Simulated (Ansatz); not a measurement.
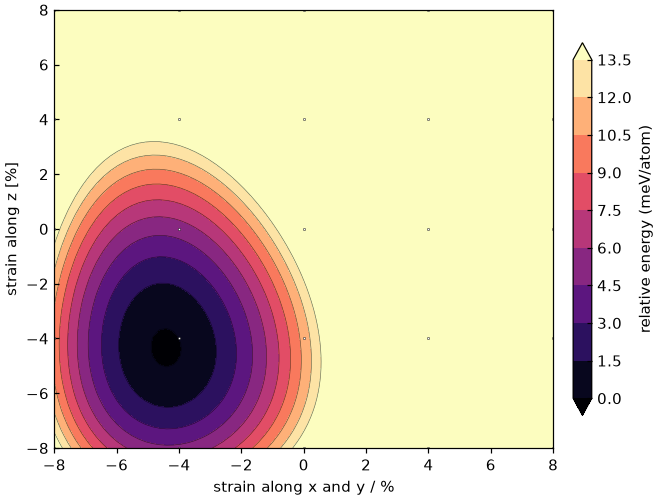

CsH (Fm-3m, No. 225; 2 atoms in the cell). The cell is strained homogeneously, by one strain along x and y and another along z, with fractional coordinates fixed (x, y and z along the cube axes). Coordinates scanned: (1) strain along x and y; (2) strain along z. The scan uses a 5 × 5 grid. Points are written as (first, second). Energies are in meV/atom, from the lowest grid point. The reference cell is the one listed in the database, not relaxed at this level. Computed with Ansatz 0.2.0, DFT LDA, scalar-relativistic, plane waves, PAW. Settings: cutoff 420 eV, k-mesh 8×8×8, gaussian smearing 0.05 eV, no spin polarisation.

In the figure: filled contours, dots at the grid points, one colour for all values above the top of the scale. Between grid points the surface is interpolated.

Estimate the clamped-ion elastic constants that this map fixes.

Answer. With the cell volume of 64.8 Å³, the curvatures of the interpolated surface at its minimum give C₁₁ + C₂₂ + 2C₁₂ ≈ 67 GPa, C₃₃ ≈ 32 GPa and C₁₃ + C₂₃ ≈ 2.1 GPa (clamped ions, Cartesian axes of the cell). A stretch of 1 % along z with free sides (kept equal in x and y) would change the in-plane lengths by about −0.03 %.
